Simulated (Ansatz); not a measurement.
Consider Co.

Input

```
crystal:
  lattice:
    - [0.0, 1.711423099, 1.711423099]
    - [1.711423099, 0.0, 1.711423099]
    - [1.711423099, 1.711423099, 0.0]
  atoms:
    - { symbol: Co, position: [0.0, 0.0, 0.0], spin: 1.673 }
hamiltonian:
  xc: pbesol
  pseudopotentials:
    kind: paw
    azcp:
      Co: "pseudopotentials/Co.paw.azcp"
basis:
  ecutwfc: 420
  fft_grid_basis: typed
kpoints:
  mp_grid: { grid: [17, 17, 17], shift: [0, 0, 0] }
magnetization:
  spin_polarized: true
scf:
  occupations: { method: fermi_dirac, width: 0.05 }
  lower_state_search: "off"
output:
  stress: true
  write_density: true
  write_potential: true
  elf: true
  volumetric_format: npy
```

Below, planes, directions and counts refer to the conventional cell (a = 3.42 Å, b = 3.42 Å, c = 3.42 Å, α = 90.00°, β = 90.00°, γ = 90.00°).

Space group Fm-3m; set up as Co, fcc; a generated structure, not necessarily the stable one; changed on purpose from its base cell (volume × 0.96); computed pressure about 10 GPa in this cell; spin-polarised.

Theory: DFT, PBEsol, plane waves (420 eV) with PAW, scalar-relativistic (Ansatz).

What will maps of the valence pseudo-density, electron localisation function and spin density show?

Co–Co (2.42 Å): the density is about 0.39 e/Å³ at the midpoint; the ELF is about 0.25 at the midpoint; no localised pair shows between them.
The spin density sits on Co: +1.6 μB (×4) in one cell of 4 atoms: parallel main moments, as they must be, since the calculation's own cell holds one magnetic site. The cell of the calculation (1 atoms) carries 1.6 μB of net spin moment.

Does the calculation make it a metal, or give it a gap?

It is gapless in this calculation (a metal or semimetal).

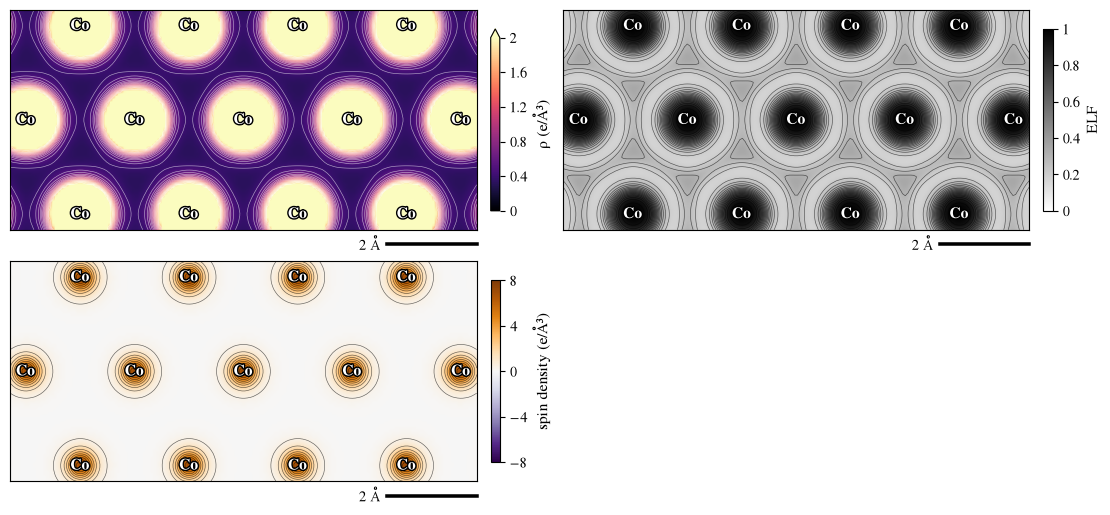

Computed valence pseudo-density, electron localisation function and spin density on the (111) plane of the conventional cell, in this order. 

Core electrons are frozen (PAW), and the valence fields are smoothed inside the atomic spheres.
